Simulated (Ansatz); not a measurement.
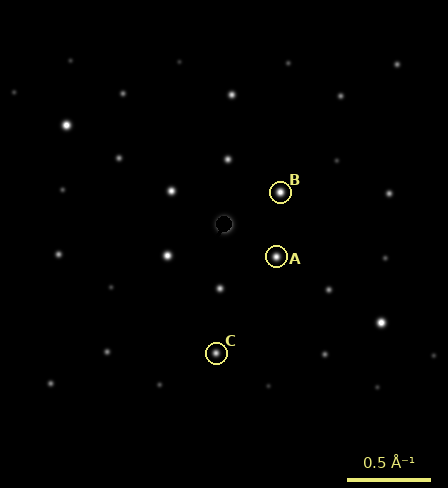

The pattern is a kinematic simulation for 200 kV electrons (no multiple scattering; isotropic B = 0.5 Å²). The zone axis points towards the electron source and the pattern is seen from the source side.

Crystal: SiC, space group P3m1 (No. 156), a = 3.094 Å, c = 17.733 Å (hexagonal axes). Structure: the end point of a relaxation with DFT PBE, scalar-relativistic, plane waves, PAW (Ansatz 0.2.0); the starting structure was generated, so it need not be a known form of this composition.

Spot A is indexed 0 -1 0 and spot B 1 -1 -2.

Q: Give hkl for C.

A: C = 2A − 2B = -2 0 4 (d = 1.282 Å).

Q: Give [uvw].

A: The cross product of A and B is parallel to [201]; every spot obeys hu + kv + lw = 0.

Q: What are the spacings of A and B and the angle between them?

A: d(A) = 2.679 Å, d(B) = 2.565 Å, and the angle is 61.4°.
